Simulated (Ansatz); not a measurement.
**Single-point calculation of WSi₂**

System: WSi₂ (slab, 12 atoms in the cell).
Method: DFT PBE, scalar-relativistic, plane waves, PAW, no spin polarisation (Ansatz 0.2.0).

The structure derives from an entry of the Crystallography Open Database. It belongs to a series of runs on one base structure; here: (1 0 1) slab cut from the bulk. Figures and captions count atoms from 1; the log counts them from 0 in places.

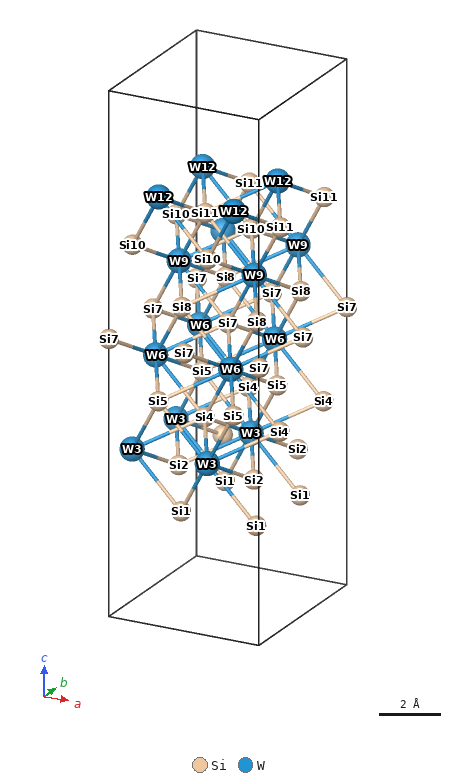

Figure 1. The structure as given in the input (ball-and-stick view of the 2 × 2 repeat of the cell, with the vacuum cut short, seen slightly off an axis; atoms are numbered from 1 in the order of the input).

**Input file**
```yaml
crystal:
  lattice:
    - [3.2289953256, 0.0, 0.0]
    - [-1.6144976628, 4.2518642008, 0.0]
    - [0.0, 0.0, 25.9491929706]
  atoms:
    - { symbol: Si, position: [0.7136657638, 0.4273315277, 0.2890263296] }
    - { symbol: Si, position: [0.4305179046, 0.8610358091, 0.3271124344] }
    - { symbol: W, position: [0.1441836684, 0.2883673368, 0.3656271375] }
    - { symbol: Si, position: [0.8578494322, 0.7156988644, 0.4041418406] }
    - { symbol: Si, position: [0.5747015729, 0.1494031459, 0.4422279454] }
    - { symbol: W, position: [0.2883673368, 0.5767346735, 0.4807426485] }
    - { symbol: Si, position: [0.0020331006, 0.0040662012, 0.5192573515] }
    - { symbol: Si, position: [0.7188852413, 0.4377704826, 0.5573434564] }
    - { symbol: W, position: [0.4325510051, 0.8651020103, 0.5958581594] }
    - { symbol: Si, position: [0.146216769, 0.2924335379, 0.6343728625] }
    - { symbol: Si, position: [0.8630689097, 0.7261378194, 0.6724589673] }
    - { symbol: W, position: [0.5767346735, 0.153469347, 0.7109736704] }
basis:
  ecutwfc: 420
kpoints:
  mp_grid: { grid: [11, 8, 1] }
hamiltonian:
  xc: pbe
scf:
  occupations: { method: gaussian, width: 0.1 }
output:
  forces: true
  eigenvalues: true
  write_density: true
  write_potential: true
  elf: true
  volumetric_format: npy
efield:
  axis: 3
  dipole_correction: true
  ramp_width: 0.04
```

Run as:
```bash
ansatz run input.yaml --threads 2 --pin off --max-ram 5632MiB --backend cpu --events-out ev --progress --plain --runs-dir out
```

**What the program printed**
```
Warning: crystal.symmetry: narrowed to the stabiliser of the k-point mesh — unitary ops 2 → 1; excluded 1 operation that carries a point of the 11×8×1 mesh (shift [0, 0, 0]) off the mesh (the run samples exactly the mesh kpoints.mp_grid names, as under crystal.symmetry.detect: false, and its converged state has the mesh's symmetry, not the crystal's; ε∞, the Born charges and the force constants of a linear response (`dielectric:` by the response, `phonons.method: dfpt`) are averaged over those of the crystal's operations that the state keeps within a tolerance, where `mesh_tensors`, `unaveraged_element` or `gamma_mean_max_change_ev_ang2` stands beside them; a row that `dielectric.field_direction` solves alone is averaged likewise, with nothing beside; a Γ-centred mesh of equal divisions is mapped onto itself by every operation and keeps the whole group, as does a half-shifted one under kpoints.further_shifts: images)
Engine: ansatz 0.2.0, x86_64-unknown-linux-gnu
Pseudopotentials: kind: paw
Pseudopotential: Si, paw, valence charge 4, recommended cutoff 420 eV (normal), Si.paw.azcp
Pseudopotential: W, paw, valence charge 14, recommended cutoff 420 eV (normal), W.paw.azcp
Functional definition: PBE
  parameter kappa = 0.804
  parameter beta = 0.06672455060314922
  exchange = pbe_x(kappa = kappa, mu = beta*pi^2/3)
  correlation = pbe_c(beta = beta)
Crystal: 12 atoms, lattice volume = 356.263 Å³
Basis set: ecut = 420 eV, 7017 PW (Γ), exchange–correlation on 48×64×360 points (8 copies of the dense FFT grid, shifted against one another)
Bands: 56, of which v1, the nominal top of the filled ones, is band 44 counted from 1 (43 counted from 0)
Symmetry: 1 space group operations
k-points: 45 of 88 (time reversal used)
Non-local potential: Si, projectors of the file, l = 0: 2, l = 1: 2, l = 2: 2
Non-local potential: W, projectors of the file, l = 0: 3, l = 1: 2, l = 2: 2, l = 3: 1
PAW form: soft (Blöchl's): semilocal exchange-correlation on the pseudo side does not see the compensation charge
PAW one-centre angular grid: Si, 110 points (default); XC on 64 Gauss nodes
PAW one-centre angular grid: W, 590 points (default); XC on 64 Gauss nodes
Initial density: superposition of atomic densities (neutral atoms: chi_scale 0, normalization atom), corrected by the library's trained network
Initial wavefunctions: pseudopotential atomic-orbital guess
Functional: x = pbe(κ = 0.804, μ = 0.2195149727645171), c = pbe(β = 0.06672455060314922)
SCF iter   1: F=—  HF=-46623.943214 eV  |F-HF|=—  |Δ(HF+E_count)|=         —  Δρ=5.54e-3  dr2=1.36e0  ethr=1.77e-3  p=0.039 e·Å  D=2.00e-2 V/Å  ΔV_dip=-0.52 eV  dr2_dipole=1.29e0  V_vac-E_F(+/−)=4.32/4.84 eV  ⟨swp⟩=11.5  Hψ=15016  notcnv=0
efield: sawtooth ramp at fractional position 0.9800 (placed from the atoms, in the widest stretch of the axis that holds none; the zero of the levels goes with the place), width 0.0400; the density the first Hamiltonian is built on has a dipole p = 0.039 e·Å; the dipole correction subtracts the counter field D = 2.00e-2 V/Å, which shifts the + side's vacuum level by -0.52 eV against the − side's; the planar-averaged density in the ramp window peaks in size at 4.2e-5 e/Å³
preconditioner: auto → LDOS  [metal: Δε(μ)=0.009 eV  Ē_g=6.644 eV  σ=0.100 eV  W_gap=0.05  n_scr=62 (ndim 8)  ℏωp=14.7 eV  f_vac=0.446  D(μ)=8.15/eV (n_scr^D=38)  β→1.0]
SCF iter   2: F=—  HF=-46623.899990 eV  |F-HF|=—  |Δ(HF+E_count)|=   4.32e-2  Δρ=2.56e-3  dr2=1.00e-1  ethr=1.55e-3  p=0.082 e·Å  D=4.16e-2 V/Å  ΔV_dip=-1.08 eV  dr2_dipole=1.92e-2  V_vac-E_F(+/−)=4.13/5.21 eV  ⟨swp⟩=1.9  Hψ=3045  notcnv=0  defer=115
SCF iter   3: F=—  HF=-46623.893901 eV  |F-HF|=—  |Δ(HF+E_count)|=   6.09e-3  Δρ=8.19e-4  dr2=1.13e-2  ethr=1.14e-4  p=0.088 e·Å  D=4.44e-2 V/Å  ΔV_dip=-1.15 eV  dr2_dipole=2.73e-3  V_vac-E_F(+/−)=4.12/5.28 eV  ⟨swp⟩=2.0  Hψ=3295  notcnv=0  defer=220
SCF iter   4: F=—  HF=-46623.893307 eV  |F-HF|=—  |Δ(HF+E_count)|=   5.95e-4  Δρ=3.04e-4  dr2=1.70e-3  ethr=1.28e-5  p=0.093 e·Å  D=4.72e-2 V/Å  ΔV_dip=-1.22 eV  dr2_dipole=9.33e-10  V_vac-E_F(+/−)=4.08/5.31 eV  ⟨swp⟩=2.2  Hψ=3603  notcnv=0  defer=220
SCF iter   5: F=—  HF=-46623.893225 eV  |F-HF|=—  |Δ(HF+E_count)|=   8.20e-5  Δρ=1.51e-4  dr2=5.49e-4  ethr=1.93e-6  p=0.097 e·Å  D=4.90e-2 V/Å  ΔV_dip=-1.27 eV  dr2_dipole=1.18e-5  V_vac-E_F(+/−)=4.06/5.33 eV  ⟨swp⟩=2.9  Hψ=4213  notcnv=0  defer=220
SCF iter   6: F=—  HF=-46623.893186 eV  |F-HF|=—  |Δ(HF+E_count)|=   3.83e-5  Δρ=4.83e-5  dr2=4.48e-5  ethr=6.23e-7  p=0.098 e·Å  D=4.99e-2 V/Å  ΔV_dip=-1.29 eV  dr2_dipole=3.20e-6  V_vac-E_F(+/−)=4.05/5.34 eV  ⟨swp⟩=2.4  Hψ=3430  notcnv=0  defer=220
SCF iter   7: F=—  HF=-46623.893192 eV  |F-HF|=—  |Δ(HF+E_count)|=   5.15e-6  Δρ=2.26e-5  dr2=8.25e-6  ethr=5.09e-8  p=0.099 e·Å  D=5.03e-2 V/Å  ΔV_dip=-1.31 eV  dr2_dipole=1.96e-6  V_vac-E_F(+/−)=4.04/5.34 eV  ⟨swp⟩=2.1  Hψ=3664  notcnv=0  defer=117
SCF iter   8: F=—  HF=-46623.893192 eV  |F-HF|=—  |Δ(HF+E_count)|=   1.36e-7  Δρ=9.00e-6  dr2=1.18e-6  ethr=9.38e-9  p=0.099 e·Å  D=5.04e-2 V/Å  ΔV_dip=-1.31 eV  dr2_dipole=3.29e-7  V_vac-E_F(+/−)=4.04/5.34 eV  ⟨swp⟩=2.2  Hψ=3645  notcnv=0  defer=116
SCF iter   9: F=—  HF=-46623.893192 eV  |F-HF|=—  |Δ(HF+E_count)|=   2.32e-7  Δρ=3.45e-6  dr2=1.86e-7  ethr=1.34e-9  p=0.099 e·Å  D=5.04e-2 V/Å  ΔV_dip=-1.31 eV  dr2_dipole=4.09e-8  V_vac-E_F(+/−)=4.03/5.34 eV  ⟨swp⟩=2.4  Hψ=4019  notcnv=0  defer=116
SCF iter  10: F=-46623.893192 eV  HF=-46623.893192 eV  |F-HF|=1.38e-8  |Δ(HF+E_count)|=   3.19e-8  Δρ=1.30e-6  dr2=2.02e-8  ethr=1.14e-10  p=0.099 e·Å  D=5.04e-2 V/Å  ΔV_dip=-1.31 eV  dr2_dipole=1.17e-8  V_vac-E_F(+/−)=4.03/5.34 eV  ⟨swp⟩=25.5  Hψ=25243  notcnv=0
SCF 1 converged in 10 iterations: F = -46623.893192 eV  dr2 = 2.02e-8
  greatest PAW one-centre occupation: 1.000 electrons in one spin orbital (limit 2), on the W atom at site 11 (counted from 0), in its partial waves of l = 0
```

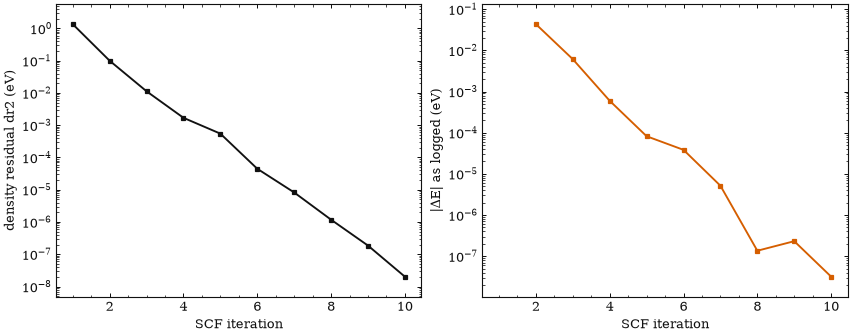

Figure 2. Convergence of the self-consistent field: density residual dr2 and size of the energy change against the SCF iteration. The residual falls at every step.

```
WARN: The output density's exchange-correlation potential varies sharply where the density is thin. Do not read a vacuum level from v_tot or v_xc, or from such a field of the output density. On a cell that repeats whose density bears no net charge and no dipole along the vacuum's axis use v_es (v_loc + v_h of the components); under efield.dipole_correction with no amplitude use v_es + v_field, which holds any external_charges[].barrier, or the levels of the report's work_function block, which leave it out; under a non-zero efield.amplitude the vacuum is tilted and has no level; on a cell that repeats and bears such a dipole with no correction it is tilted too, and efield.dipole_correction with no amplitude gives each side of its ramp a level where efield: is served; in a cell that repeats whose density bears a net charge (total_charge, or a fill off its count) it is curved and has none; of a slab under crystal.periodic whose density bears no net charge use v_es, which has a level on each side, short of where the two are joined; of another it falls or rises all the way out and has none; of a slab beside external_charges read slab_vacuum_level instead, which it has where they leave it neutral. The grid or the basis barely resolves most such structure, and the values can differ between equally converged runs; as a rule a tighter scf.convergence.dr2_threshold does not remove it. Where the density itself ripples (under the LDA too) a higher basis.ecutwfc lessens it. The files hold the spikes' plane waves up to the density's cutoff. Files: v_tot_of_output_density and the like, and their columns of v_z.tsv (output.write_potential); v_xc_of_output_density and the like, and their columns of v_comp_z.tsv (output.write_potential_components). Measured: with its Gaussian average of σ = 0.25 Å subtracted twice, the exchange-correlation potential is over 0.1 eV at 140 of the grid points where the equally averaged density (valence and model cores) is under 1e-3 e/Å³, and 0.212 eV at the most among them, at an averaged density of 4.0e-8 e/Å³. The input density's (outcome.potential() and, of a run that writes arrays, v_tot and v_xc) is over 0.1 eV, so measured, at 3 points of its own thin density, 0.112 eV at the most. See output.write_potential in the manual, Limitations
SCF converged after 10 iterations
Free energy (F): -46623.893192 eV
Harris-Foulkes:  -46623.893192 eV  (|F-HF|=1.38e-8)
Internal energy: -46623.851723 eV  (E = F + TS)
E sigma→0 (E₀):  -46623.872458 eV
Entropy (-TS):   -0.041469 eV (-3.456 meV/atom)
Fermi energy:    4.966119 eV
Dipole field:    D = 0.050328 V/Å  (p = 0.099088 e·Å, saw-weighted, corrected)
Work function:   Φ+ = 4.0350 eV   Φ− = 5.3410 eV
Levels:          The Fermi level and band energies are counted from a zero that moves with the ramp; work functions are not
--- Per-component energies (eV) ---
  E_band       = -1311.814589
  E_kinetic    = 2141.170779
  E_local      = -67918.347712  (includes V_loc(G=0)·N_el)
  E_nonlocal   = 205.747205
  E_hartree    = 33060.344551
  E_xc         = -1515.871204
  E_vxc        = -1338.304890  (∫ρ·V_xc dr)
  E_paw        = -38351.932938  (= ΣΔE_a)
  E_vpaw       = -520.772894  (= ΣTr[D̂ρ^β])
  E_aug_tail   = -0.000245  (compensation charges beyond the density's cutoff)
  E_efield     = 0.002493  (sawtooth field / dipole correction)
  E_vefield    = -1.991308  (∫n·V_field dr)
  E_ewald      = 25755.035348
  E_smearing   = -0.041469  (= −TS)
  E_closure    = -0.000000  (closes the sum)
  Σ components = -46623.893192   (vs F -46623.893192, Δ=0.00e0)
--- Forces (eV/Å), atoms counted from 1 ---
  atom   1  Si    -0.00306048    -0.02264500    -0.34339848
  atom   2  Si    -0.00023373     0.19849464    -0.41815272
  atom   3  W      0.00073839    -0.15002583     1.11566793
  atom   4  Si     0.00489640     0.12748040    -0.37015466
  atom   5  Si    -0.00082946    -0.12881752    -0.22001170
  atom   6  W     -0.00303191     0.05579289     0.35090137
  atom   7  Si     0.00094942     0.01570249    -0.09745320
  atom   8  Si    -0.00128821    -0.04538932     0.05248351
  atom   9  W      0.00392866    -0.04092940    -0.29896845
  atom  10  Si     0.00498586     0.14924004     0.97521831
  atom  11  Si     0.00601050    -0.47037077     1.33691225
  atom  12  W     -0.01306608     0.31146985    -2.08298367
  max |Σ_I F_I| component: 6.05e-5 eV/Å
--- Band table (eV; the first three rows and the last of 45) ---
  k-point 0: bands = ["-68.8774", "-68.6283", "-68.6211", "-68.4966", "-33.2879", "-33.0514", "-33.0272", "-32.9569", "-32.9451", "-32.9136", "-32.8992", "-32.8908", "-32.8891", "-32.8319", "-32.7992", "-32.7538", "-8.4244", "-7.5804", "-6.3801", "-4.8888", "-3.4498", "-2.0640", "-1.4822", "-0.6664", "-0.1725", "0.1534", "0.3415", "0.8598", "1.2988", "1.5207", "1.9408", "2.2091", "2.6161", "2.6682", "2.6996", "2.7448", "3.0995", "3.2358", "3.7370", "4.2419", "4.2459", "4.4085", "4.6907", "4.8619", "5.2616", "5.7416", "6.5247", "7.1436", "7.1969", "7.6369", "7.8347", "8.2618", "8.2985", "8.3367", "8.7240", "8.8854"]
  k-point 1: bands = ["-68.8774", "-68.6283", "-68.6211", "-68.4966", "-33.2878", "-33.0517", "-33.0279", "-32.9570", "-32.9452", "-32.9151", "-32.8993", "-32.8916", "-32.8892", "-32.8323", "-32.8000", "-32.7539", "-8.2772", "-7.4396", "-6.2516", "-4.8058", "-3.4455", "-2.5748", "-1.7858", "-1.1810", "-0.7568", "0.1192", "0.3437", "1.2940", "1.5862", "1.9347", "2.2002", "2.3570", "2.6705", "2.7199", "2.7300", "2.8323", "3.1844", "3.1893", "3.6511", "4.2907", "4.3157", "4.5071", "4.7376", "4.9144", "5.3289", "5.7511", "6.3484", "7.0024", "7.2182", "7.4394", "7.7544", "7.9332", "8.1325", "8.2744", "8.3417", "8.6159"]
  k-point 2: bands = ["-68.8774", "-68.6283", "-68.6211", "-68.4966", "-33.2875", "-33.0525", "-33.0294", "-32.9571", "-32.9455", "-32.9186", "-32.8996", "-32.8936", "-32.8894", "-32.8334", "-32.8017", "-32.7541", "-7.8461", "-7.0294", "-5.8869", "-4.6025", "-3.8069", "-3.4407", "-2.5715", "-1.7548", "-1.5184", "-0.1088", "0.7030", "1.3831", "1.8409", "2.1576", "2.6165", "2.7166", "2.7381", "2.8853", "3.0244", "3.0825", "3.2513", "3.3185", "3.7517", "4.1965", "4.4240", "4.8473", "4.8718", "5.0260", "5.4898", "5.7526", "5.8676", "6.5277", "6.9351", "7.1627", "7.2403", "7.5959", "7.7610", "7.9444", "8.0831", "8.5888"]
  k-point 44: bands = ["-68.8712", "-68.6215", "-68.6143", "-68.4898", "-33.2687", "-33.1296", "-33.0966", "-33.0825", "-33.0284", "-33.0092", "-32.9490", "-32.9237", "-32.8956", "-32.8718", "-32.8113", "-32.7796", "-5.3792", "-4.7982", "-4.1836", "-3.6791", "-3.4585", "-2.9343", "-2.1527", "-1.3358", "-0.7919", "-0.7565", "-0.2413", "-0.0614", "0.2733", "1.0076", "1.1515", "1.6936", "1.9087", "2.1839", "2.4687", "2.5314", "2.6886", "2.7482", "3.0481", "3.1866", "3.4539", "3.8441", "4.4949", "4.7666", "5.1806", "5.9962", "6.4173", "6.5852", "6.8944", "7.3821", "7.7343", "7.7738", "7.9371", "8.1292", "8.2884", "8.4750"]
```

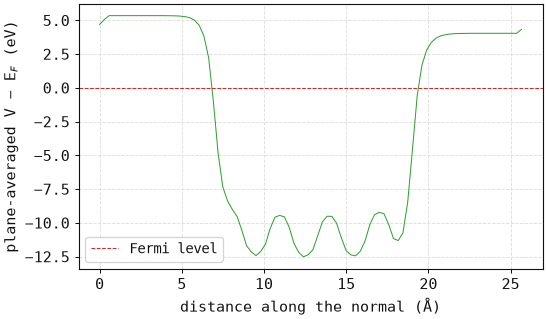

Figure 3. Plane average of the electrostatic potential energy of an electron across the cell, from the Fermi level. The vacuum level lies 4.04 eV above the Fermi level on the upper side and 5.34 eV on the lower.

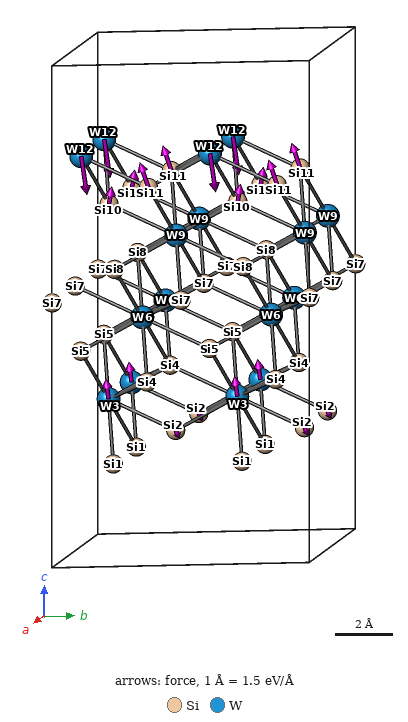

Figure 4. Forces on the atoms as pink arrows (ball-and-stick view of the 2 × 2 repeat of the cell, with the vacuum cut short, seen slightly off an axis; atoms are numbered from 1 in the order of the input); the smallest are left out. The largest act on W12 (2.11 eV/Å); Si11 (1.42 eV/Å); W3 (1.13 eV/Å); Si10 (0.99 eV/Å). The geometry is not a stationary point of this energy.

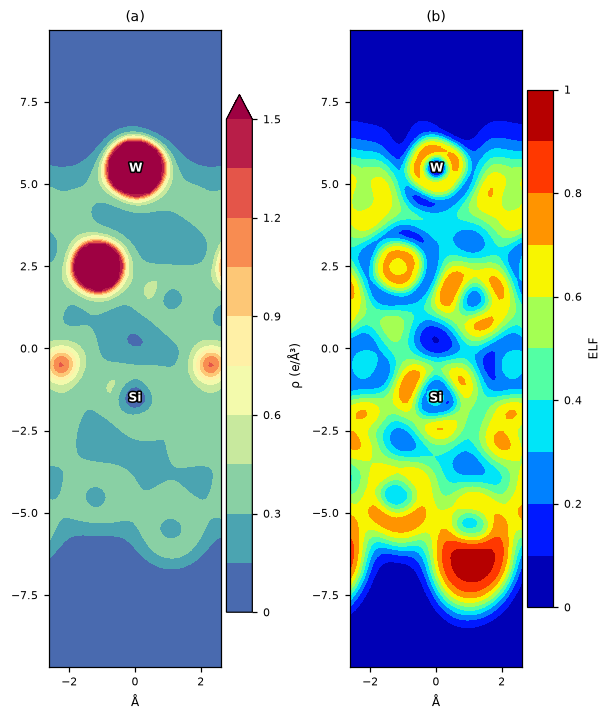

Figure 5. (a) valence pseudo-density; (b) ELF on the (100) plane of the calculation cell, a cut from vacuum to vacuum. The plane passes through Si and W nuclei. The density dies away to nearly zero in the vacuum. The strong features right at W lie inside the PAW spheres (semicore, d or f shells) and say nothing about bonding. Core electrons are frozen (PAW), so the fields are smoothed inside the atomic spheres.

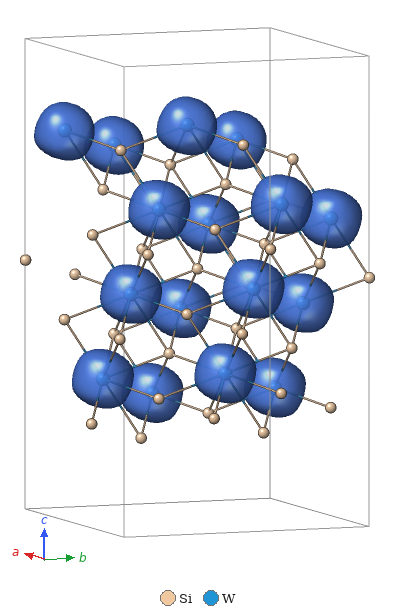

Figure 6. Isosurface of the valence charge density (pseudo) at 0.5 e/Å³ (blue), seen at an oblique angle. Sticks mark near contacts. At this value the density breaks into separate islands; it holds about 45 % of the electrons treated as valence (semicore included). It is pinched off along the Si–W (2.63 Å) contacts. On the grid the lowest density along these lines, outside the cores, is 0.4 e/Å³ (Si–W, 2.63 Å).

**Results in brief**

| quantity | value |
| --- | --- |
| outcome | converged |
| electrons treated | 88 |
| free energy | −46623.8932 eV |
| work function, top face | 4.04 eV |
| work function, bottom face | 5.34 eV |
| Fermi energy | 4.966 eV |
| gap on the k-point mesh | none (metallic) |
| work function (upper face) | 4.04 eV |
| largest force (length of the vector) | 2.106 eV/Å |
| hardware | 2 threads of Intel Xeon (Granite Rapids), 128 GiB of memory available, shared host |
| wall time | 35 s (CPU time 68 s) |
| peak memory | 1 GiB |

**Remarks**

Warnings of the run: the k-point mesh lowers the symmetry that the run can use; the exchange-correlation potential is rough where the density is thin. Spin–orbit coupling is left out, which matters for W.
